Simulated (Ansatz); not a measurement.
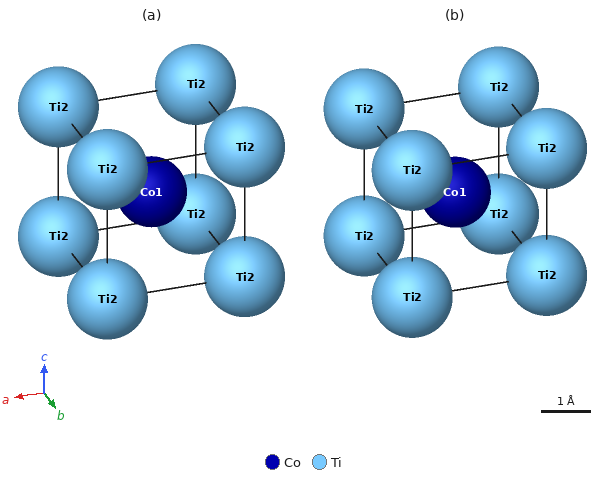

The structure of crystalline TiCo (set up in Pm-3m) before (left) and after (right) a relaxation, at one scale.

A spheres-only model of the cell of the calculation, seen from a free direction.

The run lets cell and atoms move.

Level of theory: Ansatz, Kohn-Sham DFT of a periodic cell, PBEsol, Ansatz PAW.

Input file:
```yaml
crystal:
  lattice:
    - [2.98611099, 0.0, 0.0]
    - [0.0, 2.98611099, 0.0]
    - [0.0, 0.0, 2.98611099]
  atoms:
    - { symbol: Co, position: [0.5, 0.5, 0.5], spin: 2.0 }
    - { symbol: Ti, position: [0.0, 0.0, 0.0], spin: 1.0 }
hamiltonian:
  xc: pbesol
  pseudopotentials: { kind: paw }
magnetization:
  spin_polarized: true
kpoints:
  mp_grid: { grid: [9, 9, 9] }
scf:
  occupations: { method: fermi_dirac, width: 0.05 }
output:
  forces: true
  stress: true
  eigenvalues: true
  write_density: true
  write_potential: true
  elf: true
  volumetric_format: npy
relax:
  f_tol: 0.01
  max_steps: 40
  cell: { stress_tol: 0.05, p_target: 2.0 }
```

Run as
```bash
ansatz run input.yaml --threads 2 --pin off --max-ram 5632MiB --backend cpu --events-out ev --progress --plain --runs-dir out
```

Question: Describe what moved and what it gained.

Answer: The atoms keep their places relative to the cell (all moves are under 0.005 Å). The drawn cell changes as follows: a = b = c 2.986 → 2.928 Å (−2.0 %); the volume changes by −5.7 %. Some distances before and after: Ti2–Ti2 2.986 → 2.928 Å, Co1–Ti2 2.586 → 2.536 Å. The space group stays Pm-3m (No. 221). Over 1 accepted move (2 points after the start) the energy falls by 16.1 meV per atom. With the target pressure of 2 GPa, the enthalpy E + pV changes by −25.7 meV per atom. All forces vanish by symmetry, so only the cell relaxes. The pressure goes from −8.14 to 1.98 GPa. At 1 point the geometry stayed and the basis and grid were re-selected for the new cell (energy shift of 0.3 meV per atom at most each time). The run took 5.1 s on 2 threads of Arm Neoverse V2, with other jobs on the host, peak memory 0.33 GiB.

Limits of the set-up: only the magnetic order of this start and cell was tried (total moment 0.6 μB per cell).
